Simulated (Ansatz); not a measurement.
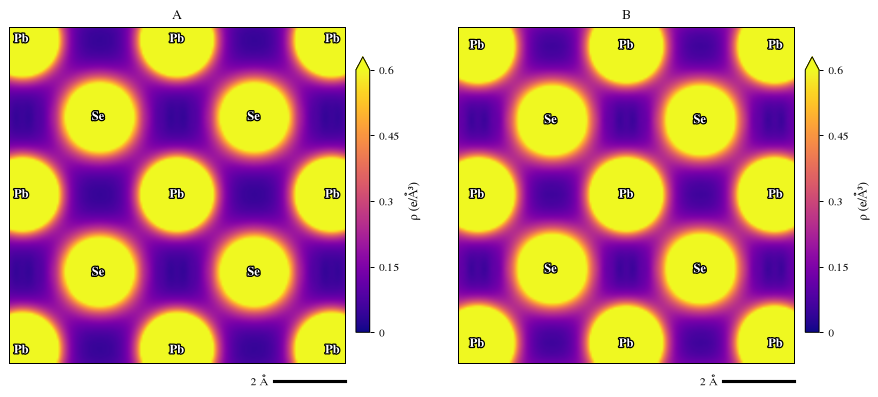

PbSe. The valence pseudo-density of two cells that differ in size and shape, on the (110) plane of each (indices in the axes of the calculation cell), at one length scale and on one colour scale: A has 29.0 Å³ an atom and B 27.8.

All numbers below come from Ansatz 0.2.0, DFT LDA+D3(BJ), scalar-relativistic, plane waves, PAW.

Core electrons are frozen (PAW), and the valence fields are smoothed inside the atomic spheres.

Q: What changes from the larger cell to the smaller?

A: From the larger cell to the smaller, Pb–Se goes from 3.09 to 2.96 Å, and the density at its midpoint from 0.2 to 0.25 e/Å³; the pressure goes from −4.7 to −2.1 GPa.
